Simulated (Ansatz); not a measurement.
## Geometry relaxation, with input and output: CoO (part 1 of 2)

The run: geometry relaxation of CoO (F-43m, 2 atoms in the cell). Method and program: DFT r2SCAN, scalar-relativistic, plane waves, PAW, no spin polarisation (Ansatz 0.2.0).

The structure was built on a prototype by a generator; it need not be a known phase. It belongs to a series of runs on one base structure; here: no spin polarisation.

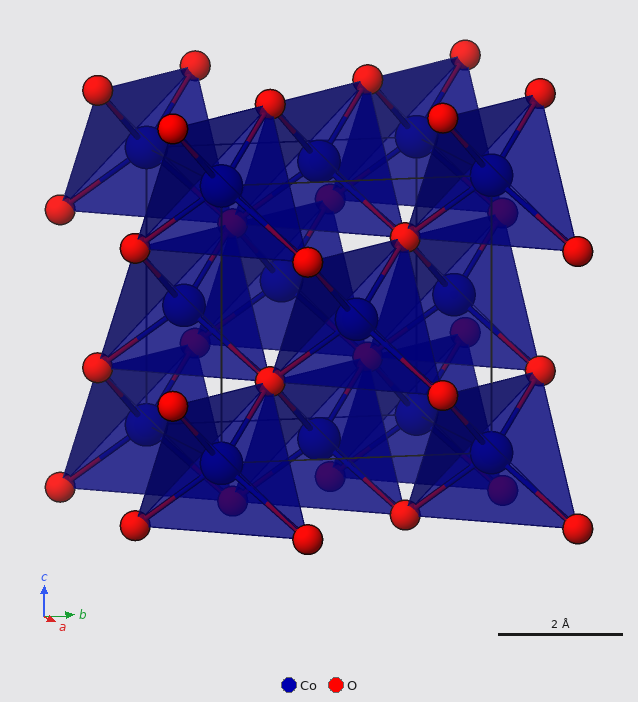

Fig. 1: The starting structure (polyhedral view of the cell 4 times as large as that of the calculation, set on its symmetry axes, seen slightly off an axis; polyhedra are completed across the faces of the cell). An atom can appear more than once, as a periodic image.

The input
```yaml
crystal:
  lattice:
    - [0.0, 2.2712396106, 2.2712396106]
    - [2.2712396106, 0.0, 2.2712396106]
    - [2.2712396106, 2.2712396106, 0.0]
  atoms:
    - { symbol: Co, position: [0.0, 0.0, 0.0] }
    - { symbol: O, position: [0.25, 0.25, 0.25] }
basis:
  ecutwfc: 500
kpoints:
  mp_grid: { grid: [14, 14, 14] }
hamiltonian:
  xc: r2scan
scf:
  occupations: { method: gaussian, width: 0.02 }
output:
  forces: true
  stress: true
  eigenvalues: true
relax:
  adjacent_minimum: "off"
  f_tol: 0.01
  max_steps: 60
  cell: { stress_tol: 0.05 }
```

Run on 1 thread of Intel Xeon (Granite Rapids), 192 GiB of memory available, shared host.

Command:
```bash
ansatz run input.yaml --threads 1 --pin off --max-ram 2560MiB --backend cpu --events-out ev --progress --plain --runs-dir out
```

Log
```
Engine: ansatz 0.2.0, x86_64-unknown-linux-gnu
Pseudopotentials: kind: paw
Pseudopotential: Co, paw, valence charge 17, recommended cutoff 500 eV (meta_gga), Co.paw.azcp
Pseudopotential: O, paw, valence charge 6, recommended cutoff 500 eV (meta_gga), O.paw.azcp
Functional definition: r2SCAN
  parameter k0 = 0.174
  parameter k1 = 0.065
  parameter a1 = 4.9479
  exchange = r2scan_x(k0 = k0, k1 = k1, a1 = a1)
  correlation = r2scan_c
Crystal: 2 atoms, lattice volume = 23.433 Å³
Basis set: ecut = 500 eV, 609 PW (Γ), exchange–correlation on 96×96×96 points (64 copies of the dense FFT grid, shifted against one another)
Bands: 16, of which v1, the nominal top of the filled ones, is band 12 counted from 1 (11 counted from 0)
Symmetry: 24 space group operations
Space group: F-43m (ITA 216), of the structure as read, at distance tolerance 2.9e-5 Å
k-points: 104 of 2744 (time reversal used)
Non-local potential: Co, projectors of the file, l = 0: 3, l = 1: 2, l = 2: 3, l = 3: 1
Non-local potential: O, projectors of the file, l = 0: 2, l = 1: 2, l = 2: 1
PAW form: soft (Blöchl's): semilocal exchange-correlation on the pseudo side does not see the compensation charge
PAW frozen core: Co, regenerated for the run's functional (the file was generated under x = pbe(κ = 0.804, μ = 0.2195149727645171), c = pbe(β = 0.06672455060314922))
PAW frozen core: O, regenerated for the run's functional (the file was generated under x = pbe(κ = 0.804, μ = 0.2195149727645171), c = pbe(β = 0.06672455060314922))
PAW one-centre angular grid: Co, 590 points (default); XC on 160 Gauss nodes
PAW one-centre angular grid: O, 302 points (default); XC on 160 Gauss nodes
Initial density: superposition of atomic densities (neutral atoms: chi_scale 0, normalization atom), corrected by the library's trained network
Initial wavefunctions: pseudopotential atomic-orbital guess
Functional: x = r2scan, c = r2scan; τ floored in thin density (d = 2e-4 eV/Å³)
SCF iter   1: F=—  HF=-5698.187725 eV  |F-HF|=—  |Δ(HF+E_count)|=         —  Δρ=1.21e-2  dr2=2.12e-2  dr2_τ=1.00e-1  ethr=1.77e-3  ⟨swp⟩=5.1  Hψ=7765  notcnv=0
preconditioner: auto → LDOS  [metal: Δε(μ)=0.004 eV  Ē_g=12.056 eV  σ=0.020 eV  W_gap=0.11  n_scr=8 (ndim 8)  ℏωp=29.7 eV  f_vac=0.037  D(μ)=4.17/eV (n_scr^D=64)  β→1.0]
SCF iter   2: F=—  HF=-5698.248672 eV  |F-HF|=—  |Δ(HF+E_count)|=   6.09e-2  Δρ=2.64e-3  dr2=5.86e-4  dr2_τ=3.04e-4  ethr=9.24e-5  ⟨swp⟩=2.9  Hψ=4329  notcnv=0  defer=67
SCF iter   3: F=—  HF=-5698.249418 eV  |F-HF|=—  |Δ(HF+E_count)|=   7.45e-4  Δρ=2.69e-3  dr2=9.08e-4  dr2_τ=3.25e-5  ethr=2.55e-6  ⟨swp⟩=2.0  Hψ=3194  notcnv=0  defer=67
SCF iter   4: F=—  HF=-5698.249189 eV  |F-HF|=—  |Δ(HF+E_count)|=   2.28e-4  Δρ=3.92e-4  dr2=3.60e-5  dr2_τ=9.04e-6  ethr=2.55e-6  ⟨swp⟩=3.0  Hψ=3191  notcnv=0  defer=67
SCF iter   5: F=—  HF=-5698.249199 eV  |F-HF|=—  |Δ(HF+E_count)|=   9.51e-6  Δρ=4.26e-4  dr2=2.85e-5  dr2_τ=6.95e-7  ethr=1.56e-7  ⟨swp⟩=2.6  Hψ=2616  notcnv=0  defer=67
SCF iter   6: F=—  HF=-5698.249194 eV  |F-HF|=—  |Δ(HF+E_count)|=   4.99e-6  Δρ=6.40e-5  dr2=4.94e-7  dr2_τ=6.04e-8  ethr=1.24e-7  ⟨swp⟩=2.2  Hψ=1866  notcnv=0  defer=67
SCF iter   7: F=-5698.249194 eV  HF=-5698.249194 eV  |F-HF|=1.84e-8  |Δ(HF+E_count)|=   1.10e-7  Δρ=1.04e-5  dr2=2.34e-8  dr2_τ=1.07e-9  ethr=4.35e-10  ⟨swp⟩=6.9  Hψ=7677  notcnv=0
SCF 1 converged in 7 iterations: F = -5698.249194 eV  dr2 = 2.34e-8
  greatest PAW one-centre occupation: 1.004 electrons in one spin orbital (limit 2), on the Co atom at site 0 (counted from 0), in its partial waves of l = 1
relax step   1: F+E_penalty+E_count = -5698.24919402 eV  Δ(F+E_penalty+E_count) = +0.000e0 eV  max|allowed force component| = 1.758e-16 eV/Å  Δτ_max = 0.0000 Å  P = -22.471 GPa  Ω = 23.433 Å³  (7 SCF iters, dr2 threshold 1.00e-7 eV, accepted)
Crystal: 2 atoms, lattice volume = 21.699 Å³
Basis set: ecut = 500 eV, 537 PW (Γ), exchange–correlation on 96×96×96 points (64 copies of the dense FFT grid, shifted against one another)
Initial density: handed on by an earlier stage of this run
Initial wavefunctions: those handed on with the density
iter 1 solved again at ethr=8.78e-5 eV; its pass at ethr=3.10e-3 eV (dr2=2.02e-2 eV) is discarded
SCF iter   1: F=—  HF=-5698.297083 eV  |F-HF|=—  |Δ(HF+E_count)|=         —  Δρ=8.93e-3  dr2=1.98e-2  dr2_τ=2.12e-1  ethr=8.78e-5  ⟨swp⟩=1.0  Hψ=10139  notcnv=0
preconditioner: auto → LDOS  [metal: Δε(μ)=0.008 eV  Ē_g=12.667 eV  σ=0.020 eV  W_gap=0.21  n_scr=8 (ndim 8)  ℏωp=30.9 eV  f_vac=0.019  D(μ)=3.54/eV (n_scr^D=58)  β→1.0]
SCF iter   2: F=—  HF=-5698.448604 eV  |F-HF|=—  |Δ(HF+E_count)|=   1.52e-1  Δρ=6.65e-3  dr2=5.30e-3  dr2_τ=7.63e-4  ethr=8.62e-5  ⟨swp⟩=3.0  Hψ=3685  notcnv=0
SCF iter   3: F=—  HF=-5698.448553 eV  |F-HF|=—  |Δ(HF+E_count)|=   5.18e-5  Δρ=4.57e-3  dr2=2.13e-3  dr2_τ=9.28e-5  ethr=2.30e-5  ⟨swp⟩=2.5  Hψ=3397  notcnv=0
SCF iter   4: F=—  HF=-5698.447887 eV  |F-HF|=—  |Δ(HF+E_count)|=   6.66e-4  Δρ=1.57e-3  dr2=4.00e-4  dr2_τ=1.57e-5  ethr=9.28e-6  ⟨swp⟩=2.0  Hψ=3065  notcnv=0
SCF iter   5: F=—  HF=-5698.447845 eV  |F-HF|=—  |Δ(HF+E_count)|=   4.18e-5  Δρ=5.72e-4  dr2=6.56e-5  dr2_τ=4.67e-6  ethr=1.74e-6  ⟨swp⟩=1.8  Hψ=1750  notcnv=0
SCF iter   6: F=—  HF=-5698.447817 eV  |F-HF|=—  |Δ(HF+E_count)|=   2.83e-5  Δρ=7.53e-5  dr2=1.26e-6  dr2_τ=1.28e-7  ethr=2.85e-7  ⟨swp⟩=1.0  Hψ=1671  notcnv=0
SCF iter   7: F=-5698.447817 eV  HF=-5698.447817 eV  |F-HF|=6.35e-9  |Δ(HF+E_count)|=   1.09e-7  Δρ=1.57e-5  dr2=1.80e-8  dr2_τ=6.93e-9  ethr=8.70e-10  ⟨swp⟩=5.3  Hψ=7160  notcnv=0
SCF 2 converged in 7 iterations: F = -5698.447817 eV  dr2 = 1.80e-8
relax step   2: F+E_penalty+E_count = -5698.44781653 eV  Δ(F+E_penalty+E_count) = -1.986e-1 eV  max|allowed force component| = 2.683e-16 eV/Å  Δτ_max = 0.0000 Å  P = -13.139 GPa  Ω = 21.699 Å³  energy of the carried Pulay correction = +1.863e-3 eV  (7 SCF iters, dr2 threshold 2.00e-7 eV, accepted)
Crystal: 2 atoms, lattice volume = 19.656 Å³
Basis set: ecut = 500 eV, 531 PW (Γ), exchange–correlation on 96×96×96 points (64 copies of the dense FFT grid, shifted against one another)
iter 1 solved again at ethr=8.12e-5 eV; its pass at ethr=3.10e-3 eV (dr2=1.87e-2 eV) is discarded
SCF iter   1: F=—  HF=-5698.249965 eV  |F-HF|=—  |Δ(HF+E_count)|=         —  Δρ=9.20e-3  dr2=1.83e-2  dr2_τ=3.61e-1  ethr=8.12e-5  ⟨swp⟩=1.0  Hψ=10187  notcnv=0
preconditioner: auto → none  [metal: Δε(μ)=0.017 eV  Ē_g=13.554 eV  σ=0.020 eV  W_gap=0.39  n_scr=8 (ndim 8)  ℏωp=32.4 eV  f_vac=0.008  D(μ)=2.81/eV (n_scr^D=58)]
SCF iter   2: F=—  HF=-5698.517670 eV  |F-HF|=—  |Δ(HF+E_count)|=   2.68e-1  Δρ=1.86e-2  dr2=4.78e-2  dr2_τ=3.81e-3  ethr=7.94e-5  ⟨swp⟩=3.0  Hψ=3800  notcnv=0  recentre
SCF iter   3: F=—  HF=-5698.509718 eV  |F-HF|=—  |Δ(HF+E_count)|=   7.95e-3  Δρ=5.18e-3  dr2=5.10e-3  dr2_τ=2.38e-4  ethr=7.94e-5  ⟨swp⟩=2.5  Hψ=3168  notcnv=0  defer=71
SCF iter   4: F=—  HF=-5698.510124 eV  |F-HF|=—  |Δ(HF+E_count)|=   4.06e-4  Δρ=4.06e-3  dr2=1.93e-3  dr2_τ=2.66e-4  ethr=2.22e-5  ⟨swp⟩=2.1  Hψ=2785  notcnv=0  defer=71
SCF iter   5: F=—  HF=-5698.509810 eV  |F-HF|=—  |Δ(HF+E_count)|=   3.14e-4  Δρ=2.47e-3  dr2=9.98e-4  dr2_τ=8.03e-5  ethr=8.38e-6  ⟨swp⟩=2.5  Hψ=2239  notcnv=0  defer=71
SCF iter   6: F=—  HF=-5698.509612 eV  |F-HF|=—  |Δ(HF+E_count)|=   1.98e-4  Δρ=9.38e-4  dr2=1.37e-4  dr2_τ=8.82e-6  ethr=4.34e-6  ⟨swp⟩=1.7  Hψ=1777  notcnv=0  defer=71
SCF iter   7: F=—  HF=-5698.509593 eV  |F-HF|=—  |Δ(HF+E_count)|=   1.87e-5  Δρ=3.82e-4  dr2=2.33e-5  dr2_τ=1.36e-6  ethr=5.94e-7  ⟨swp⟩=2.0  Hψ=2304  notcnv=0  defer=71
SCF iter   8: F=—  HF=-5698.509590 eV  |F-HF|=—  |Δ(HF+E_count)|=   3.69e-6  Δρ=1.73e-4  dr2=4.77e-6  dr2_τ=3.07e-7  ethr=1.01e-7  ⟨swp⟩=1.2  Hψ=1816  notcnv=0  defer=71
SCF iter   9: F=—  HF=-5698.509589 eV  |F-HF|=—  |Δ(HF+E_count)|=   9.68e-7  Δρ=4.71e-5  dr2=3.52e-7  dr2_τ=2.24e-8  ethr=2.08e-8  ⟨swp⟩=2.6  Hψ=2731  notcnv=0  defer=71
SCF iter  10: F=-5698.509589 eV  HF=-5698.509589 eV  |F-HF|=1.68e-10  |Δ(HF+E_count)|=   7.72e-8  Δρ=1.38e-6  dr2=2.41e-10  dr2_τ=2.38e-11  ethr=8.70e-10  ⟨swp⟩=6.6  Hψ=7305  notcnv=0
SCF 3 converged in 10 iterations: F = -5698.509589 eV  dr2 = 2.41e-10
relax step   3: F+E_penalty+E_count = -5698.50958873 eV  Δ(F+E_penalty+E_count) = -6.177e-2 eV  max|allowed force component| = 1.619e-16 eV/Å  Δτ_max = 0.0000 Å  P = +5.586 GPa  Ω = 19.656 Å³  energy of the carried Pulay correction = +4.253e-3 eV  (10 SCF iters, dr2 threshold 2.00e-7 eV, accepted)
Crystal: 2 atoms, lattice volume = 20.157 Å³
iter 1 solved again at ethr=5.51e-6 eV; its pass at ethr=3.10e-3 eV (dr2=1.27e-3 eV) is discarded
SCF iter   1: F=—  HF=-5698.502439 eV  |F-HF|=—  |Δ(HF+E_count)|=         —  Δρ=2.35e-3  dr2=1.23e-3  dr2_τ=2.54e-2  ethr=5.51e-6  ⟨swp⟩=1.4  Hψ=9902  notcnv=0
preconditioner: auto → LDOS  [metal: Δε(μ)=0.007 eV  Ē_g=13.239 eV  σ=0.020 eV  W_gap=0.18  n_scr=8 (ndim 8)  ℏωp=32.0 eV  f_vac=0.025  D(μ)=2.83/eV (n_scr^D=50)  β→1.0]
SCF iter   2: F=—  HF=-5698.517492 eV  |F-HF|=—  |Δ(HF+E_count)|=   1.51e-2  Δρ=1.36e-3  dr2=1.96e-4  dr2_τ=4.72e-5  ethr=5.37e-6  ⟨swp⟩=2.6  Hψ=3419  notcnv=0
SCF iter   3: F=—  HF=-5698.517512 eV  |F-HF|=—  |Δ(HF+E_count)|=   2.04e-5  Δρ=1.15e-3  dr2=1.26e-4  dr2_τ=7.63e-6  ethr=8.51e-7  ⟨swp⟩=2.0  Hψ=3326  notcnv=0
SCF iter   4: F=—  HF=-5698.517470 eV  |F-HF|=—  |Δ(HF+E_count)|=   4.26e-5  Δρ=3.59e-4  dr2=1.60e-5  dr2_τ=3.61e-7  ethr=5.50e-7  ⟨swp⟩=2.0  Hψ=2823  notcnv=0
SCF iter   5: F=—  HF=-5698.517468 eV  |F-HF|=—  |Δ(HF+E_count)|=   1.29e-6  Δρ=1.60e-4  dr2=4.09e-6  dr2_τ=2.74e-7  ethr=6.97e-8  ⟨swp⟩=1.6  Hψ=1845  notcnv=0
SCF iter   6: F=-5698.517468 eV  HF=-5698.517468 eV  |F-HF|=5.36e-8  |Δ(HF+E_count)|=   6.34e-7  Δρ=1.75e-5  dr2=5.32e-8  dr2_τ=1.01e-8  ethr=8.70e-10  ⟨swp⟩=3.3  Hψ=6211  notcnv=0
SCF 4 converged in 6 iterations: F = -5698.517468 eV  dr2 = 5.32e-8
relax step   4: F+E_penalty+E_count = -5698.51746776 eV  Δ(F+E_penalty+E_count) = -7.879e-3 eV  max|allowed force component| = 1.156e-16 eV/Å  Δτ_max = 0.0000 Å  P = -0.039 GPa  Ω = 20.157 Å³  energy of the carried Pulay correction = +3.645e-3 eV  (6 SCF iters, dr2 threshold 2.00e-7 eV, accepted)
Initial wavefunctions: pseudopotential atomic-orbital guess (no wavefunctions were taken with the density)
iter 1 solved again at ethr=6.27e-8 eV; its pass at ethr=3.10e-3 eV (dr2=1.44e-5 eV) is discarded
SCF iter   1: F=—  HF=-5698.514274 eV  |F-HF|=—  |Δ(HF+E_count)|=         —  Δρ=5.79e-4  dr2=1.08e-5  dr2_τ=2.96e-5  ethr=6.27e-8  ⟨swp⟩=3.0  Hψ=12582  notcnv=0
preconditioner: auto → LDOS  [metal: Δε(μ)=0.007 eV  Ē_g=13.263 eV  σ=0.020 eV  W_gap=0.19  n_scr=8 (ndim 8)  ℏωp=32.0 eV  f_vac=0.020  D(μ)=2.81/eV (n_scr^D=50)  β→1.0]
SCF iter   2: F=—  HF=-5698.514312 eV  |F-HF|=—  |Δ(HF+E_count)|=   3.87e-5  Δρ=1.02e-3  dr2=1.35e-4  dr2_τ=3.32e-6  ethr=4.68e-8  ⟨swp⟩=2.0  Hψ=3025  notcnv=0  recentre
SCF iter   3: F=—  HF=-5698.514291 eV  |F-HF|=—  |Δ(HF+E_count)|=   2.11e-5  Δρ=4.37e-4  dr2=3.24e-5  dr2_τ=1.40e-6  ethr=4.68e-8  ⟨swp⟩=2.0  Hψ=2858  notcnv=0
SCF iter   4: F=—  HF=-5698.514299 eV  |F-HF|=—  |Δ(HF+E_count)|=   7.89e-6  Δρ=5.00e-4  dr2=2.83e-5  dr2_τ=1.43e-6  ethr=4.68e-8  ⟨swp⟩=2.0  Hψ=2456  notcnv=0
SCF iter   5: F=—  HF=-5698.514298 eV  |F-HF|=—  |Δ(HF+E_count)|=   1.19e-6  Δρ=8.39e-5  dr2=8.17e-7  dr2_τ=9.27e-8  ethr=4.68e-8  ⟨swp⟩=3.0  Hψ=2855  notcnv=0
SCF iter   6: F=—  HF=-5698.514290 eV  |F-HF|=—  |Δ(HF+E_count)|=   7.62e-6  Δρ=6.57e-6  dr2=3.79e-9  dr2_τ=7.24e-10  ethr=3.55e-9  ⟨swp⟩=2.0  Hψ=1984  notcnv=0
SCF iter   7: F=-5698.514290 eV  HF=-5698.514290 eV  |F-HF|=4.55e-12  |Δ(HF+E_count)|=  3.38e-10  Δρ=6.12e-7  dr2=1.89e-11  dr2_τ=1.62e-11  ethr=1.00e-12  ⟨swp⟩=5.0  Hψ=9077  notcnv=0
SCF 5 converged in 7 iterations: F = -5698.514290 eV  dr2 = 1.89e-11
  greatest PAW one-centre occupation: 1.003 electrons in one spin orbital (limit 2), on the Co atom at site 0 (counted from 0), in its partial waves of l = 1
relax step   5: F+E_penalty+E_count = -5698.51429039 eV  Δ(F+E_penalty+E_count) = +3.177e-3 eV  max|allowed force component| = 1.434e-16 eV/Å  Δτ_max = 0.0000 Å  P = -0.072 GPa  Ω = 20.157 Å³  stress off target by 7.22e-2 GPa  SCF on the basis re-selected at this cell (its energy is not comparable with the rows above)  (7 SCF iters)
basis re-selected at this cell: Δ(F+E_penalty+E_count) = +3.177e-3 eV, ΔP = -0.033 GPa vs the last step (what re-selecting the basis moved, of the pressure what is left beyond the Pulay correction that the steps carried, after the strain that the cell walked since its last selection, with what the two solves' SCF thresholds leave and, on support functions, any second-order correction that the steps lacked; it is no measure of the basis error at this ecutwfc). This SCF's stress stands 7.22e-2 GPa from its target on what of the cell is left free (relax.cell.stress_tol is 5.00e-2 GPa) and its largest allowed force component is 1.43e-16 eV/Å (relax.f_tol is 1.00e-2 eV/Å): not within both, so this SCF does not close the relaxation
```
